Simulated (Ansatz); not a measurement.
# Run report: Si8C7 (charge +2), geometry relaxation (part 1 of 2)

System: Si8C7 (defect cell, 15 atoms in the cell, total charge +2).
Method: DFT PBE, scalar-relativistic, plane waves, PAW, no spin polarisation (Ansatz 0.2.0).

The structure derives from a Materials Project entry. It belongs to a series of runs on one base structure; here: C vacancy (site b), charge +2, atoms relaxed at the host's cell. Figures and captions count atoms from 1; the log counts them from 0 in places.

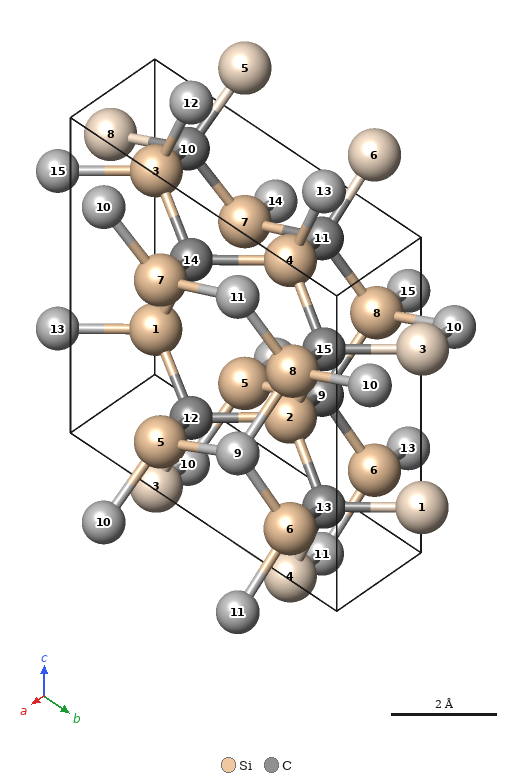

*The structure as given in the input (ball-and-stick view of the cell of the calculation, seen slightly off an axis; neighbours outside the cell are drawn fainter; atoms are numbered from 1 in the order of the input).*

**Input file**
```yaml
crystal:
  lattice:
    - [0.0, 0.0, -5.0742922873]
    - [3.0919365181, -5.3553911431, 0.0]
    - [-6.1838730361, 0.0, 0.0]
  atoms:
    - { symbol: Si, position: [0.5153885273, 0.1666666667, 0.3333333333] }
    - { symbol: Si, position: [0.5017094605, 0.667802388, 0.3356047759] }
    - { symbol: Si, position: [0.5017094605, 0.1643952241, 0.832197612] }
    - { symbol: Si, position: [0.5017094605, 0.667802388, 0.832197612] }
    - { symbol: Si, position: [-0.0016595214, 0.337665764, 0.162334236] }
    - { symbol: Si, position: [-0.0016595214, 0.824668472, 0.162334236] }
    - { symbol: Si, position: [-0.0016595214, 0.337665764, 0.675331528] }
    - { symbol: Si, position: [-0.0020903735, 0.8333333333, 0.6666666667] }
    - { symbol: C, position: [0.1245356106, 0.6678618734, 0.3357237468] }
    - { symbol: C, position: [0.1245356106, 0.1642762532, 0.8321381266] }
    - { symbol: C, position: [0.1245356106, 0.6678618734, 0.8321381266] }
    - { symbol: C, position: [0.6217505455, 0.3337877692, 0.1662122308] }
    - { symbol: C, position: [0.6217505455, 0.8324244615, 0.1662122308] }
    - { symbol: C, position: [0.6217505455, 0.3337877692, 0.6675755385] }
    - { symbol: C, position: [0.6231118532, 0.8333333333, 0.6666666667] }
  host:
    lattice:
      - [3.0919365181, 0.0, 0.0]
      - [-1.545968259, 2.6776955715, 0.0]
      - [0.0, 0.0, 5.0742922873]
    atoms:
      - { symbol: Si, position: [0.3333333333, 0.6666666667, 0.4995817071] }
      - { symbol: Si, position: [0.6666666667, 0.3333333333, 0.9995817071] }
      - { symbol: C, position: [0.3333333333, 0.6666666667, 0.8754182929] }
      - { symbol: C, position: [0.6666666667, 0.3333333333, 0.3754182929] }
total_charge: 2
basis:
  ecutwfc: 420
  xc_grid: 2
kpoints:
  mp_grid: { grid: [2, 2, 2], shift: [0.0, 0.0, 0.0] }
hamiltonian:
  xc: pbe
scf:
  occupations: { method: gaussian, width: 0.01 }
output:
  forces: true
  stress: false
  eigenvalues: true
  charged_corrections:
    defect_position: [0.12458171, 0.16666667, 0.33333333]
    epsilon: [[10.2149, 0.0, 0.0], [0.0, 10.2149, 0.0], [0.0, 0.0, 11.3839]]
  write_density: true
  write_potential: true
  elf: true
  volumetric_format: npy
relax:
  adjacent_minimum: "off"
  f_tol: 0.025
  max_steps: 45
```

Machine: 4 threads of Intel Xeon Gold (Sapphire Rapids), 64 GiB of memory available, shared host.

Command:
```bash
ansatz run input.yaml --threads 4 --pin off --max-ram 8192MiB --backend cpu --events-out ev --progress --plain --runs-dir out
```

**The program's output**
```
Engine: ansatz 0.2.0, x86_64-unknown-linux-gnu
Pseudopotentials: kind: paw
Pseudopotential: Si, paw, valence charge 4, recommended cutoff 420 eV (normal), Si.paw.azcp
Pseudopotential: C, paw, valence charge 4, recommended cutoff 420 eV (normal), C.paw.azcp
Functional definition: PBE
  parameter kappa = 0.804
  parameter beta = 0.06672455060314922
  exchange = pbe_x(kappa = kappa, mu = beta*pi^2/3)
  correlation = pbe_c(beta = beta)
Crystal: 15 atoms, lattice volume = 168.046 Å³
Basis set: ecut = 420 eV, 3299 PW (Γ), exchange–correlation on 72×90×90 points (8 copies of the dense FFT grid, shifted against one another)
Bands: 44, of which v1, the nominal top of the filled ones, is band 29 counted from 1 (28 counted from 0)
Symmetry: 6 space group operations
Space group: P3m1 (ITA 156), of the structure as read, at distance tolerance 5.5e-5 Å
k-points: 4 of 8
Non-local potential: Si, projectors of the file, l = 0: 2, l = 1: 2, l = 2: 2
Non-local potential: C, projectors of the file, l = 0: 2, l = 1: 2, l = 2: 1
PAW form: soft (Blöchl's): semilocal exchange-correlation on the pseudo side does not see the compensation charge
PAW one-centre angular grid: Si, 110 points (default); XC on 64 Gauss nodes
PAW one-centre angular grid: C, 110 points (default); XC on 64 Gauss nodes
Initial density: superposition of atomic densities (neutral atoms scaled as one to the charged cell's electrons: chi_scale 0, normalization atom), corrected by the library's trained network
Initial wavefunctions: pseudopotential atomic-orbital guess
Functional: x = pbe(κ = 0.804, μ = 0.2195149727645171), c = pbe(β = 0.06672455060314922)
SCF iter   1: F=—  HF=-6863.191981 eV  |F-HF|=—  |Δ(HF+E_count)|=         —  Δρ=3.08e-2  dr2=4.28e0  ethr=1.77e-3  ⟨swp⟩=6.2  Hψ=825  notcnv=0  defer=14
preconditioner: auto → Resta (q_TF=auto, 2.285 Å⁻¹)  ε∞=4.7  [insulator: Δε(μ)=1.229 eV  Ē_g=11.288 eV  σ=0.010 eV  W_gap=1.00  n_scr=26 (ndim 8)  ℏωp=21.8 eV  f_vac=0.000  D(μ)=0.00/eV (n_scr^D=0)  ε∞_Penn≈4.7]
SCF iter   2: F=—  HF=-6862.038387 eV  |F-HF|=—  |Δ(HF+E_count)|=    1.15e0  Δρ=1.05e-2  dr2=7.49e-1  ethr=1.77e-3  ⟨swp⟩=3.0  Hψ=357  notcnv=0  defer=32
SCF iter   3: F=—  HF=-6861.800182 eV  |F-HF|=—  |Δ(HF+E_count)|=   2.38e-1  Δρ=3.84e-3  dr2=6.32e-2  ethr=1.29e-3  ⟨swp⟩=3.0  Hψ=297  notcnv=0  defer=29
SCF iter   4: F=—  HF=-6861.780877 eV  |F-HF|=—  |Δ(HF+E_count)|=   1.93e-2  Δρ=9.50e-4  dr2=1.62e-3  ethr=1.09e-4  ⟨swp⟩=3.0  Hψ=298  notcnv=0  defer=29
SCF iter   5: F=—  HF=-6861.781061 eV  |F-HF|=—  |Δ(HF+E_count)|=   1.84e-4  Δρ=2.47e-4  dr2=1.25e-4  ethr=2.80e-6  ⟨swp⟩=2.0  Hψ=292  notcnv=0  defer=29
SCF iter   6: F=—  HF=-6861.781067 eV  |F-HF|=—  |Δ(HF+E_count)|=   5.12e-6  Δρ=9.37e-5  dr2=1.76e-5  ethr=2.16e-7  ⟨swp⟩=2.0  Hψ=249  notcnv=0  defer=29
SCF iter   7: F=-6861.781066 eV  HF=-6861.781066 eV  |F-HF|=4.47e-7  |Δ(HF+E_count)|=   6.43e-7  Δρ=1.99e-5  dr2=6.07e-7  ethr=2.69e-8  ⟨swp⟩=19.5  Hψ=1837  notcnv=0
SCF 1 converged in 7 iterations: F = -6861.781066 eV  dr2 = 6.07e-7
  greatest PAW one-centre occupation: 0.642 electrons in one spin orbital (limit 2), on the C atom at site 10 (counted from 0), in its partial waves of l = 0
relax step   1: F+E_penalty+E_count = -6861.78106641 eV  Δ(F+E_penalty+E_count) = +0.000e0 eV  max|allowed force component| = 9.574e-1 eV/Å  Δτ_max = 0.0000 Å  (7 SCF iters, dr2 threshold 1.56e-5 eV, accepted)
Initial density: handed on by an earlier stage of this run
Initial wavefunctions: those handed on with the density
iter 1 solved again at ethr=5.96e-5 eV; its pass at ethr=3.10e-3 eV (dr2=3.46e-2 eV) is discarded
SCF iter   1: F=—  HF=-6861.922648 eV  |F-HF|=—  |Δ(HF+E_count)|=         —  Δρ=4.49e-3  dr2=3.47e-2  ethr=5.96e-5  ⟨swp⟩=2.0  Hψ=691  notcnv=0  defer=32
preconditioner: auto → Resta (q_TF=auto, 2.285 Å⁻¹)  ε∞=4.9  [insulator: Δε(μ)=0.908 eV  Ē_g=11.066 eV  σ=0.010 eV  W_gap=1.00  n_scr=26 (ndim 8)  ℏωp=21.8 eV  f_vac=0.000  D(μ)=0.00/eV (n_scr^D=0)  ε∞_Penn≈4.9]
SCF iter   2: F=—  HF=-6861.917178 eV  |F-HF|=—  |Δ(HF+E_count)|=   5.47e-3  Δρ=2.27e-3  dr2=8.44e-3  ethr=5.96e-5  ⟨swp⟩=2.8  Hψ=265  notcnv=0  defer=32
SCF iter   3: F=—  HF=-6861.916098 eV  |F-HF|=—  |Δ(HF+E_count)|=   1.08e-3  Δρ=5.76e-4  dr2=6.75e-4  ethr=1.46e-5  ⟨swp⟩=3.5  Hψ=261  notcnv=0  defer=32
SCF iter   4: F=—  HF=-6861.916019 eV  |F-HF|=—  |Δ(HF+E_count)|=   7.91e-5  Δρ=1.01e-4  dr2=2.06e-5  ethr=9.88e-8  ⟨swp⟩=17.2  Hψ=1726  notcnv=0
SCF iter   5: F=-6861.916024 eV  HF=-6861.916023 eV  |F-HF|=5.78e-7  |Δ(HF+E_count)|=   4.66e-6  Δρ=3.62e-5  dr2=2.01e-6  ethr=3.56e-8  ⟨swp⟩=12.2  Hψ=1453  notcnv=0
SCF 2 converged in 5 iterations: F = -6861.916024 eV  dr2 = 2.01e-6
  Residual-converged pass: ⟨swp⟩=1.0  Hψ=192  notcnv=0  max |occ|·‖R‖ = 6.8e-9 eV (tolerance 1.0e-8 eV)  dr2=2.01e-6  dr2_onsite=2.46e-8  max |Δocc| = 0.0e0
  greatest PAW one-centre occupation: 0.643 electrons in one spin orbital (limit 2), on the C atom at site 10 (counted from 0), in its partial waves of l = 0
relax step   2: F+E_penalty+E_count = -6861.91602400 eV  Δ(F+E_penalty+E_count) = -1.350e-1 eV  max|allowed force component| = 3.590e-1 eV/Å  Δτ_max = 0.0677 Å  (5 SCF iters, dr2 threshold 5.73e-5 eV, accepted)
SCF iter   1: F=—  HF=-6861.937144 eV  |F-HF|=—  |Δ(HF+E_count)|=         —  Δρ=2.03e-3  dr2=1.05e-2  ethr=4.84e-5  ⟨swp⟩=3.0  Hψ=412  notcnv=0  defer=32
preconditioner: auto → Resta (q_TF=auto, 2.285 Å⁻¹)  ε∞=4.9  [insulator: Δε(μ)=0.944 eV  Ē_g=11.064 eV  σ=0.010 eV  W_gap=1.00  n_scr=26 (ndim 8)  ℏωp=21.8 eV  f_vac=0.000  D(μ)=0.00/eV (n_scr^D=0)  ε∞_Penn≈4.9]
SCF iter   2: F=—  HF=-6861.934444 eV  |F-HF|=—  |Δ(HF+E_count)|=   2.70e-3  Δρ=9.16e-4  dr2=1.74e-3  ethr=1.81e-5  ⟨swp⟩=2.8  Hψ=287  notcnv=0  defer=32
SCF iter   3: F=—  HF=-6861.933959 eV  |F-HF|=—  |Δ(HF+E_count)|=   4.85e-4  Δρ=1.52e-4  dr2=2.77e-5  ethr=3.01e-6  ⟨swp⟩=2.0  Hψ=255  notcnv=0  defer=32
SCF iter   4: F=-6861.933962 eV  HF=-6861.933962 eV  |F-HF|=4.18e-7  |Δ(HF+E_count)|=   3.29e-6  Δρ=4.74e-5  dr2=3.71e-6  ethr=1.39e-8  ⟨swp⟩=17.5  Hψ=1748  notcnv=0
SCF 3 converged in 4 iterations: F = -6861.933962 eV  dr2 = 3.71e-6
  greatest PAW one-centre occupation: 0.643 electrons in one spin orbital (limit 2), on the C atom at site 9 (counted from 0), in its partial waves of l = 0
relax step   3: F+E_penalty+E_count = -6861.93396208 eV  Δ(F+E_penalty+E_count) = -1.794e-2 eV  max|allowed force component| = 2.288e-1 eV/Å  Δτ_max = 0.0296 Å  (4 SCF iters, dr2 threshold 8.06e-6 eV, accepted)
SCF iter   1: F=—  HF=-6861.942789 eV  |F-HF|=—  |Δ(HF+E_count)|=         —  Δρ=1.67e-3  dr2=6.33e-3  ethr=1.81e-4  ⟨swp⟩=3.0  Hψ=404  notcnv=0  defer=32
preconditioner: auto → Resta (q_TF=auto, 2.285 Å⁻¹)  ε∞=4.9  [insulator: Δε(μ)=0.951 eV  Ē_g=11.072 eV  σ=0.010 eV  W_gap=1.00  n_scr=26 (ndim 8)  ℏωp=21.8 eV  f_vac=0.000  D(μ)=0.00/eV (n_scr^D=0)  ε∞_Penn≈4.9]
SCF iter   2: F=—  HF=-6861.941240 eV  |F-HF|=—  |Δ(HF+E_count)|=   1.55e-3  Δρ=7.93e-4  dr2=1.14e-3  ethr=1.09e-5  ⟨swp⟩=2.5  Hψ=281  notcnv=0  defer=32
SCF iter   3: F=—  HF=-6861.941005 eV  |F-HF|=—  |Δ(HF+E_count)|=   2.35e-4  Δρ=1.34e-4  dr2=2.09e-5  ethr=1.97e-6  ⟨swp⟩=2.0  Hψ=250  notcnv=0  defer=32
SCF iter   4: F=-6861.941010 eV  HF=-6861.941011 eV  |F-HF|=5.35e-7  |Δ(HF+E_count)|=   5.84e-6  Δρ=4.09e-5  dr2=2.86e-6  ethr=1.27e-8  ⟨swp⟩=17.5  Hψ=1683  notcnv=0
SCF 4 converged in 4 iterations: F = -6861.941010 eV  dr2 = 2.86e-6
relax step   4: F+E_penalty+E_count = -6861.94101044 eV  Δ(F+E_penalty+E_count) = -7.048e-3 eV  max|allowed force component| = 7.988e-2 eV/Å  Δτ_max = 0.0355 Å  (4 SCF iters, dr2 threshold 7.36e-6 eV, accepted)
SCF iter   1: F=—  HF=-6861.942898 eV  |F-HF|=—  |Δ(HF+E_count)|=         —  Δρ=9.23e-4  dr2=1.36e-3  ethr=5.64e-5  ⟨swp⟩=3.0  Hψ=411  notcnv=0  defer=32
preconditioner: auto → Resta (q_TF=auto, 2.285 Å⁻¹)  ε∞=4.9  [insulator: Δε(μ)=0.938 eV  Ē_g=11.076 eV  σ=0.010 eV  W_gap=1.00  n_scr=26 (ndim 8)  ℏωp=21.8 eV  f_vac=0.000  D(μ)=0.00/eV (n_scr^D=0)  ε∞_Penn≈4.9]
SCF iter   2: F=—  HF=-6861.942730 eV  |F-HF|=—  |Δ(HF+E_count)|=   1.68e-4  Δρ=4.92e-4  dr2=3.44e-4  ethr=2.34e-6  ⟨swp⟩=1.2  Hψ=209  notcnv=0  defer=32
SCF iter   3: F=—  HF=-6861.942639 eV  |F-HF|=—  |Δ(HF+E_count)|=   9.05e-5  Δρ=8.94e-5  dr2=1.22e-5  ethr=5.93e-7  ⟨swp⟩=2.8  Hψ=257  notcnv=0  defer=32
SCF iter   4: F=—  HF=-6861.942640 eV  |F-HF|=—  |Δ(HF+E_count)|=   5.78e-7  Δρ=2.55e-5  dr2=1.12e-6  ethr=2.11e-8  ⟨swp⟩=2.0  Hψ=250  notcnv=0  defer=32
SCF iter   5: F=-6861.942640 eV  HF=-6861.942640 eV  |F-HF|=1.83e-9  |Δ(HF+E_count)|=   2.05e-7  Δρ=4.89e-6  dr2=3.96e-8  ethr=1.34e-9  ⟨swp⟩=15.8  Hψ=1350  notcnv=0
SCF 5 converged in 5 iterations: F = -6861.942640 eV  dr2 = 3.96e-8
  greatest PAW one-centre occupation: 0.643 electrons in one spin orbital (limit 2), on the C atom at site 13 (counted from 0), in its partial waves of l = 0
relax step   5: F+E_penalty+E_count = -6861.94264010 eV  Δ(F+E_penalty+E_count) = -1.630e-3 eV  max|allowed force component| = 6.080e-3 eV/Å  Δτ_max = 0.0266 Å  (5 SCF iters, dr2 threshold 7.78e-7 eV, accepted)
iter 1 solved again at ethr=7.46e-11 eV; its pass at ethr=3.10e-3 eV (dr2=4.33e-8 eV) is discarded
SCF iter   1: F=—  HF=-6861.942755 eV  |F-HF|=—  |Δ(HF+E_count)|=         —  Δρ=5.75e-6  dr2=4.56e-8  ethr=7.46e-11  ⟨swp⟩=2.2  Hψ=518  notcnv=0
preconditioner: auto → Resta (q_TF=auto, 2.285 Å⁻¹)  ε∞=4.9  [insulator: Δε(μ)=0.940 eV  Ē_g=11.075 eV  σ=0.010 eV  W_gap=1.00  n_scr=26 (ndim 8)  ℏωp=21.8 eV  f_vac=0.000  D(μ)=0.00/eV (n_scr^D=0)  ε∞_Penn≈4.9]
SCF iter   2: F=—  HF=-6861.942640 eV  |F-HF|=—  |Δ(HF+E_count)|=   1.14e-4  Δρ=3.28e-6  dr2=1.47e-8  ethr=7.46e-11  ⟨swp⟩=10.0  Hψ=1148  notcnv=0
SCF iter   3: F=-6861.942640 eV  HF=-6861.942640 eV  |F-HF|=2.05e-9  |Δ(HF+E_count)|=   4.35e-9  Δρ=1.58e-6  dr2=3.65e-9  ethr=2.54e-11  ⟨swp⟩=5.0  Hψ=895  notcnv=0
SCF 6 converged in 3 iterations: F = -6861.942640 eV  dr2 = 3.65e-9
  greatest PAW one-centre occupation: 0.643 electrons in one spin orbital (limit 2), on the C atom at site 12 (counted from 0), in its partial waves of l = 0
relax step   6: F+E_penalty+E_count = -6861.94264011 eV  Δ(F+E_penalty+E_count) = -1.010e-8 eV  max|allowed force component| = 6.118e-3 eV/Å  Δτ_max = 0.0000 Å  (3 SCF iters, accepted)
```

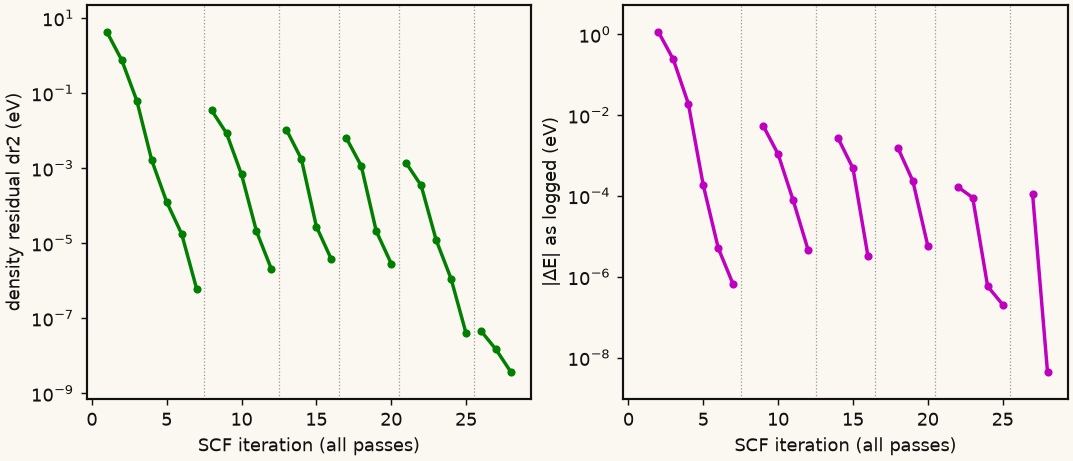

*Convergence of the self-consistent field: density residual dr2 and size of the energy change against the SCF iteration. The dotted lines part the SCF passes of the relaxation: geometry steps, rejected trials and re-solves on a re-selected basis.*

The 6 passes take 3 to 7 iterations each, 28 in all.

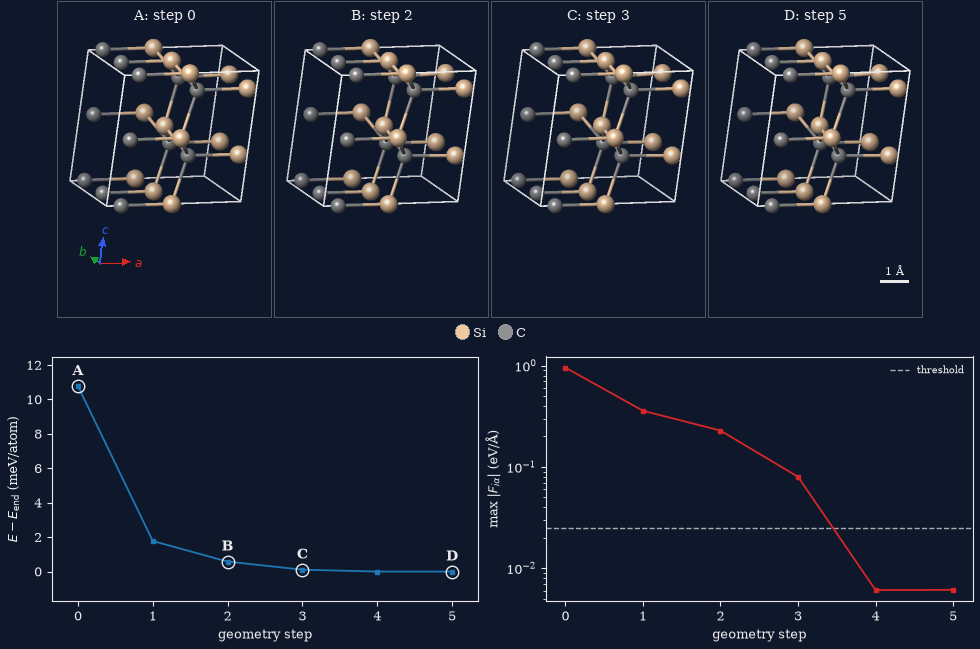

*Frames of the relaxation (ball-and-stick view of the cell of the calculation (origin shifted), seen slightly off an axis) above the curves, on which the letters mark them (the first geometry is step 0 here and step 1 in the log).*

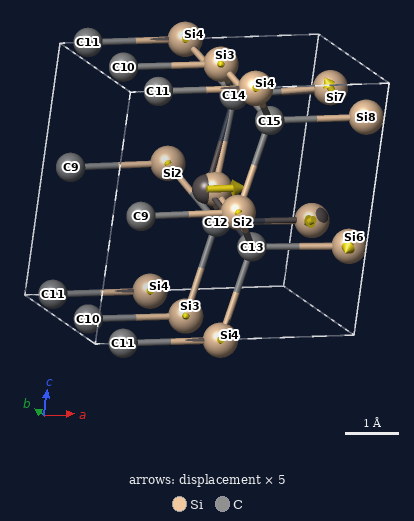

*Start (faint) and end (solid) with the displacements as yellow arrows, magnified 5 times (ball-and-stick view of the cell of the calculation (origin shifted), seen slightly off an axis).*

Over 5 geometry steps the energy falls by 10.8 meV per atom. Largest force component: 0.96 eV/Å at the start, 0.0061 eV/Å at the end. The largest move is that of Si1, 0.16 Å. Largest moves by element: Si 0.16 Å, C 0.01 Å. The cell doesn't change. Distances before and after: Si1–C12 1.870 → 1.835 Å, Si5–C12 1.911 → 1.892 Å, Si2–C15 1.877 → 1.863 Å, Si5–C10 1.881 → 1.869 Å. Among the angles that change: C12–Si1–C13 112.0° → 115.9°, Si1–C13–Si6 108.0° → 104.4°, Si5–C10–Si7 106.3° → 102.9°. (Atoms are counted from 1 in the order of the input.)

```
SCF converged after 3 iterations
Free energy (F): -6861.942640 eV
Harris-Foulkes:  -6861.942640 eV  (|F-HF|=2.05e-9)
Internal energy: -6861.942640 eV  (E = F + TS)
E sigma→0 (E₀):  -6861.942640 eV
Fermi energy:    8.979174 eV
--- Per-component energies (eV) ---
  E_band       = 167.727380
  E_kinetic    = 951.426476
  E_local      = -915.915864  (includes V_loc(G=0)·N_el)
  E_nonlocal   = 379.086984
  E_hartree    = 299.060871
  E_xc         = -769.254964
  E_vxc        = -780.567022  (∫ρ·V_xc dr)
  E_paw        = -4794.656483  (= ΣΔE_a)
  E_vpaw       = -64.424693  (= ΣTr[D̂ρ^β])
  E_aug_tail   = 0.000095  (compensation charges beyond the density's cutoff)
  E_ewald      = -2011.689755
  E_smearing   = -0.000000  (= −TS)
  E_closure    = 0.000000  (closes the sum)
  E_deformation_potential = 34.149706  (in the stress; not in F)
  Σ components = -6861.942640   (vs F -6861.942640, Δ=0.00e0)
```
